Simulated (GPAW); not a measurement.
NaI (Fm-3m): refractive index against wavelength

The refractive index of NaI (Fm-3m) below the direct gap (3.34 eV on the mesh) is read from one computed spectrum, n = √(Re ε).

Cell: a, b, c = 4.577, 4.577, 4.577 Å (primitive vectors), 2 atoms.

Method: GPAW 26.7.0, LDA, RPA, k-mesh 16×16×16, local fields up to 50 eV, Lorentzian half width 0.1 eV.

Launch of the response step: `OMP_NUM_THREADS=1 python df.py`. The run took 4.8 min, its band step included, on 1 thread of Arm Neoverse V1 (shared host).

```tsv
wavelength (nm)	photon energy E (eV)	n
1550	0.800	1.7957
1310	0.946	1.7994
1064	1.165	1.8064
850	1.459	1.8185
700	1.771	1.8354
633	1.959	?
532	2.331	1.8788
```

In the single-oscillator model n² − 1 = E₀E_d/(E₀² − E²), so 1/(n² − 1) = E₀/E_d − E²/(E₀E_d) is linear in E².

Working, on the rows shown:

| x = E² (eV²) | y = 1/(n² − 1) |
| --- | --- |
| 0.639837 | 0.449531 |
| 0.895757 | 0.446859 |
| 1.35784 | 0.441875 |
| 2.12762 | 0.433474 |
| 3.13716 | 0.422174 |
| 5.43137 | 0.395274 |

Means: x̄ = 2.2649, ȳ = 0.43153. Σ(x − x̄)(y − ȳ) = -0.1829, Σ(x − x̄)² = 16.14. Slope = -0.1829 / 16.14 = -0.01133; intercept = ȳ − slope · x̄ = 0.45718. Turned back into n, the line misses the rows shown by at most 0.0008.

Question: What does the fit predict for the withheld row, and how well does it do?

Answer: At x = 3.8364 the line gives y = 0.41373, that is 1.8485. The run gave 1.8478, so the interpolation is off by 0.00072, 0.9 % of the range in the table.

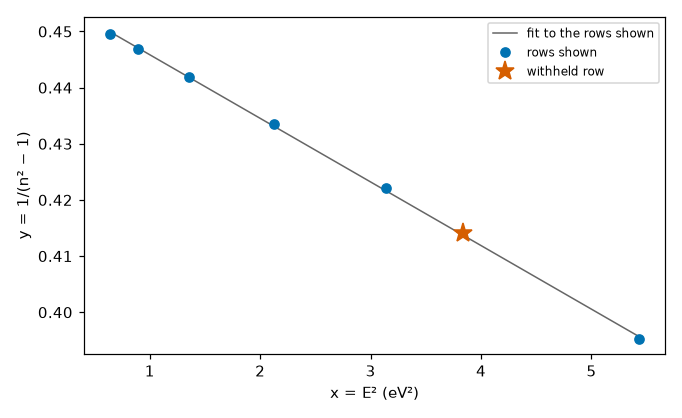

Refitted with all rows, the slope is -0.01129 and the intercept 0.45717. These give E₀ = √(intercept/−slope) = 6.36 eV and E_d = E₀/intercept = 13.9 eV; E₀ is 1.9 times the direct gap. The electronic limit at long wavelengths, without lattice vibrations, is n = √(1 + 1/intercept) = 1.785. Excitons are left out; LDA gaps are as a rule too small. The values come from a sum over the points of one k-mesh and carry its error, which grows as the direct gap shrinks. Spin-orbit coupling is left out.

[Logs are printed without paths, hosts, clocks, repeated set-up lines and the standing remarks that a program may print on its own settings, such as how far it seeks lower states.]
